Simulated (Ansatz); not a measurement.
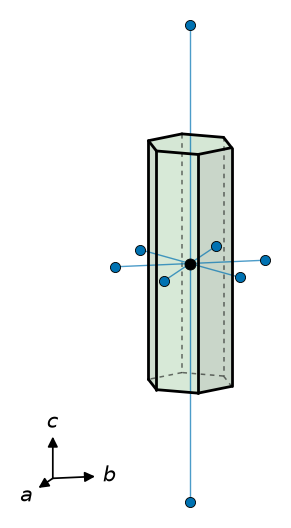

The Wigner–Seitz cell of the crystal's lattice, with lines to the lattice points that define its faces. Crystal: Eu, the geometry relaxed at fixed volume with Ansatz 0.2.0, DFT r2SCAN, scalar-relativistic, plane waves, PAW; the starting structure was generated, so it need not be a known form of this composition. The drawing is computed from the coordinates (standard cell, symmetry found to 0.002 Å).

a = 4.049 Å, b = 4.049 Å, c = 13.015 Å, α = 90.00°, β = 90.00°, γ = 120.00°; lattice centring P.

Question: Describe the polyhedron.

Answer: A hexagonal prism: 8 faces (6 with 4 edges, 2 with 6 edges), 18 edges, 12 vertices. Its volume is that of the primitive cell, 184.8 Å³.

Question: Which lattice vectors do the faces bisect?

Answer:
```csv
example,length (Å),faces,edges of each,area (Å²)
a + b,4.05,6,4,30.4
c,13.02,2,6,14.2
```
